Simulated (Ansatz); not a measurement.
## Electronic structure of CrO₂ in real space

```xyz
12
Lattice="4.7661 0.0000 0.0000 0.0000 4.7661 0.0000 0.0000 0.0000 4.7661" Properties=species:S:1:pos:R:3 pbc="T T T"
Cr    0.0000    0.0000    0.0000
Cr    2.3831    2.3831    0.0000
Cr    0.0000    2.3831    2.3831
Cr    2.3831    0.0000    2.3831
O     1.1915    1.1915    1.1915
O     3.5746    3.5746    1.1915
O     1.1915    3.5746    3.5746
O     3.5746    1.1915    3.5746
O     1.1915    1.1915    3.5746
O     3.5746    3.5746    3.5746
O     1.1915    3.5746    1.1915
O     3.5746    1.1915    1.1915
```

Space group Fm-3m; a structure from a database of computed crystals, not necessarily the ambient phase; computed pressure about −9 GPa in this cell; the SCF solution may not be the lowest one; the program warned that another magnetic order may lie lower.

Theory: Ansatz, Kohn-Sham DFT of a periodic cell, PBE, Ansatz PAW.

In a PAW calculation such maps are meaningful between the atoms, not at the nuclei.

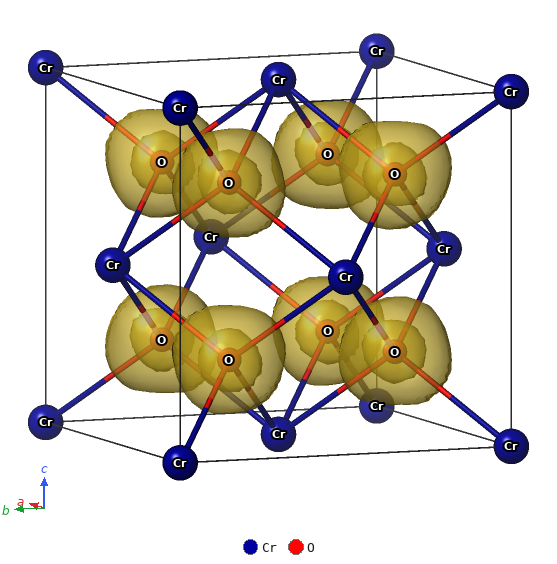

Figure 1. Isosurface of the ELF at 0.75 (yellow), seen at an oblique angle. Core shells and regions of very low density are left out. Sticks mark near contacts.

Q: Where are the electrons localised?

A: The ELF exceeds this value in eight regions wrapped around O (the valence shell of each), counted in one cell of 12 atoms. Any copies at cell faces, edges or corners count once. Profiles from the grid: Cr–O (2.06 Å): the ELF peaks at about 0.85 in the valence shell of O, 0.7 Å from its nucleus, and is about 0.25 at the midpoint; no localised pair shows between them.

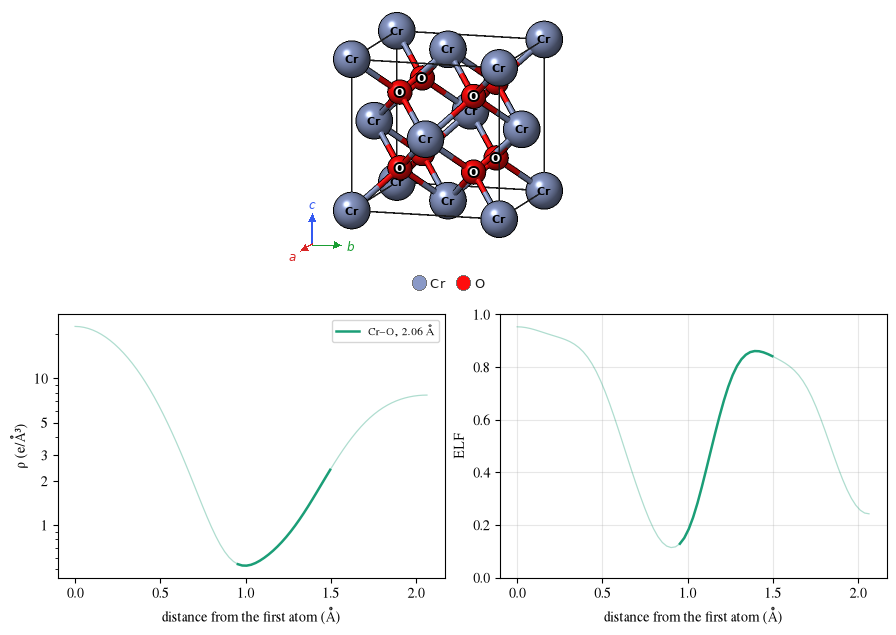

Figure 2. Valence charge density (pseudo) and ELF along straight lines between neighbouring atoms. Thin, pale parts lie inside the atomic spheres. The structure is drawn too.

Q: What can be read from the curves?

A: Cr–O (2.06 Å): ρ at the midpoint is about 0.54 e/Å³; the ELF peaks at about 0.85 in the valence shell of O, 0.7 Å from its nucleus, and is about 0.25 at the midpoint: no shared electron pair shows on this line.
